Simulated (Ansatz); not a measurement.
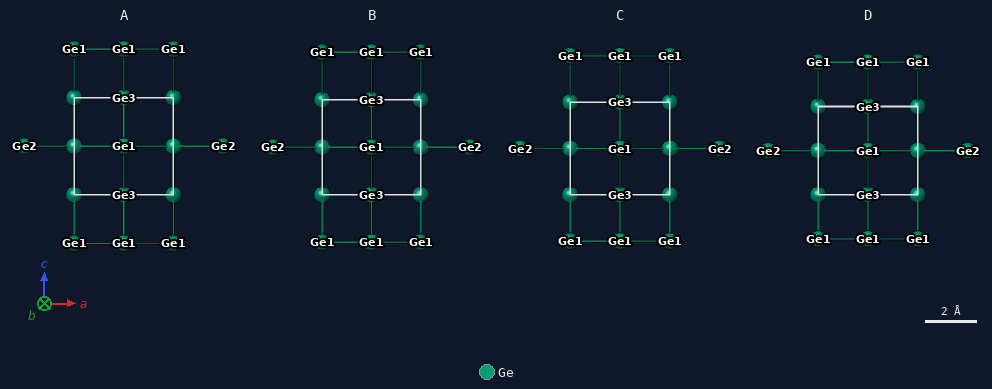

4 geometries from one relaxation of a crystal of Ge (a generated structure, set up in Cmmm) (coarse preliminary run), in shuffled order. Style: ball-and-stick. Shown: the conventional cell (2 times the calculation's cell), along the b axis. Lengths and directions refer to the drawn axes.

Level of theory: DFT PBE, scalar-relativistic, plane waves, PAW in Ansatz 0.2.0. Settings: plane-wave cutoff 420 eV; k-point mesh 6 × 6 × 6; occupations gaussian; smearing width 0.1 eV; no spin polarisation; cell and atoms relaxed; force threshold 0.04 eV/Å; at most 70 steps.

> Put them in the order of the run, from the start to the converged end.

D, C, B, A. They are steps 0, 1, 2, 6, at +167 meV per atom, +37.2 meV per atom, +5.0 meV per atom relative to the last. The largest moves relative to the cell, 0.059 Å, are those of Ge1 and Ge2. Ge2 goes along −b. The drawn cell changes as follows: a 3.979 → 3.963 Å (−0.4 %), b 9.193 → 9.785 Å (+6.4 %), c 3.525 → 3.876 Å (+9.9 %); the volume changes by +16.5 %. Among the contacts that change: Ge1–Ge3 2.405 → 2.567 Å, Ge1–Ge2 2.389 → 2.501 Å. Among the angles between lasting bonds that change: Ge2–Ge1–Ge2 112.8° → 104.8°, Ge3–Ge1–Ge3 94.2° → 98.0°, Ge1–Ge3–Ge2 85.8° → 82.0°. The space group stays Cmmm (No. 65). Over 4 accepted moves (6 points after the start) the energy falls by 167 meV per atom. The largest force component goes from 0.092 to 0.014 eV/Å. The pressure goes from 12.67 to 0.09 GPa. The SCF was repeated twice at an unchanged geometry on a basis and grid sized afresh for the cell, which shifted the energy by 2.0 meV per atom at most.
